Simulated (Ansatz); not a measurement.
The structure in question:

Space group P6/mmm (No. 191). a = 2.742 Å, b = 2.742 Å, c = 2.492 Å, α = 90.00°, β = 90.00°, γ = 120.00°
```csv
atom,site,symmetry,x,y,z
Mo,1a,6/mmm,0.0000,0.0000,0.0000
```

Q: What would you see if this were drawn?

A: The element is molybdenum. The structure has P6/mmm (No. 191) symmetry and a primitive hexagonal lattice. Among the common structure types it is simple hexagonal. The cell holds one atom. Counting contacts within bonding distance, the coordination numbers are Mo 8.

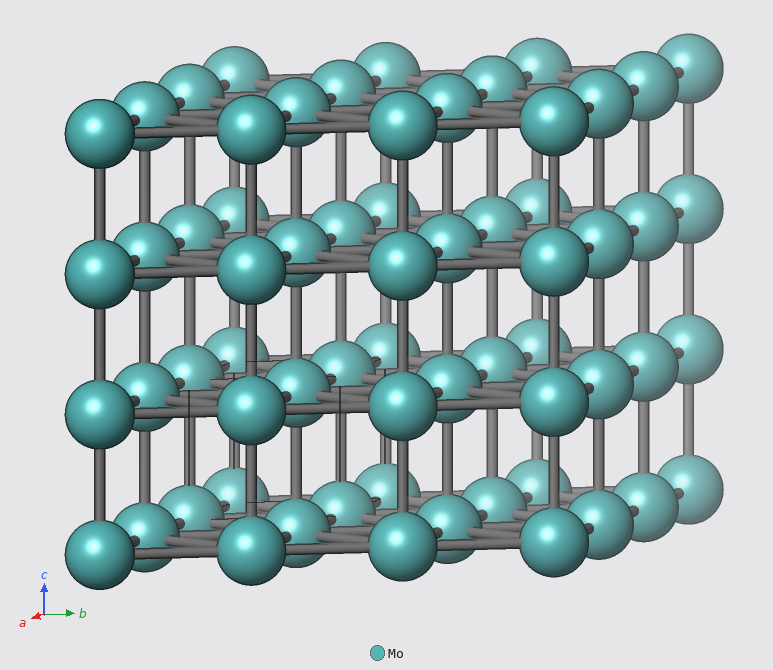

The image is a ball-and-stick drawing of a crystal, viewed slightly off an axis. A block of 3×3×3 cells is shown, with one conventional unit cell in solid outline. Colours: molybdenum teal.

The model was built from a structure listed in the Materials Project. Earlier steps of the study, as a rule a relaxation of our own, may have changed the cell and positions, so they can lie some per cent off the listed ones. It went into a calculation with Ansatz.
